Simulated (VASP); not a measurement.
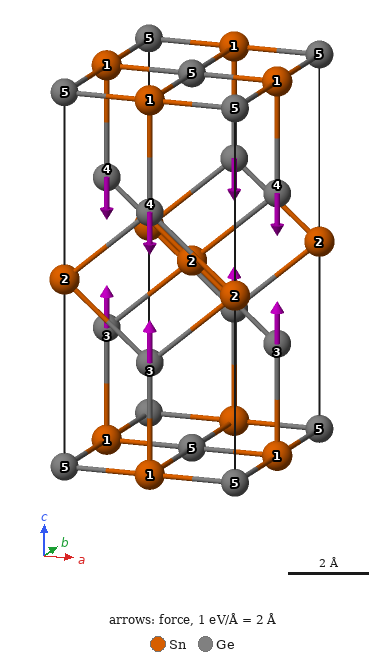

Starting geometry of a crystal of Sn₂Ge₃ (a generated structure, set up in Cmmm) with the computed forces as purple arrows. A ball-and-stick model of the conventional cell (2 times the calculation's cell), seen slightly off an axis. Lengths and directions refer to the drawn axes.

The run lets cell and atoms move.

These are results of VASP, Kohn-Sham DFT of a periodic cell, PBE, VASP PAW PBE potentials, recommended, not measurements.

Input
```
ALGO = Fast
EDIFF = 1E-4
EDIFFG = -0.08
ENCUT = 520
GGA = PE
IBRION = 2
ISIF = 3
ISMEAR = 0
LASPH = True
LCHARG = False
LREAL = False
LWAVE = False
NELM = 60
NSW = 24
PREC = Normal
SIGMA = 0.15
```

Run as
```bash
cat potpaw_PBE.64/Sn_d/POTCAR potpaw_PBE.64/Ge_d/POTCAR > POTCAR
mpirun -np 1 vasp_std > vasp.out
```

Question: Is this structure relaxed? If not, where do the atoms go?

Answer: It isn't relaxed: the largest force vector, on Ge atoms, is 0.56 eV/Å. The atoms end up moving mostly along the starting forces (cosine between the two patterns 1.00). Over 21 geometry steps the energy falls by 1.939 eV per cell of the calculation. The largest force component goes from 0.56 to 0.0039 eV/Å. Pressure: 5.11 GPa at the start and −0.32 GPa at the end. The largest moves relative to the cell, 0.23 Å, are those of Ge3 and Ge4. Ge4 goes along −c. Sn stays in place. The volume changes by −2.7 %, with a 4.615 → 5.417 Å (+17.4 %), b 5.942 → 5.445 Å (−8.4 %), c 9.759 → 8.825 Å (−9.6 %). Among the contacts that change: Sn2–Ge3 3.558 → 3.131 Å, Sn1–Ge5 2.307 → 2.708 Å, Sn1–Ge5 (another image) 2.971 → 2.723 Å, Sn2–Ge3 (another image) 3.027 → 3.118 Å. Bond angles that change, for instance: Ge3–Sn2–Ge3 99.4° → 120.6°, Ge3–Sn2–Ge4 80.6° → 59.4°, Sn2–Ge4–Sn2 99.4° → 120.6°. The space group stays Cmmm (No. 65).
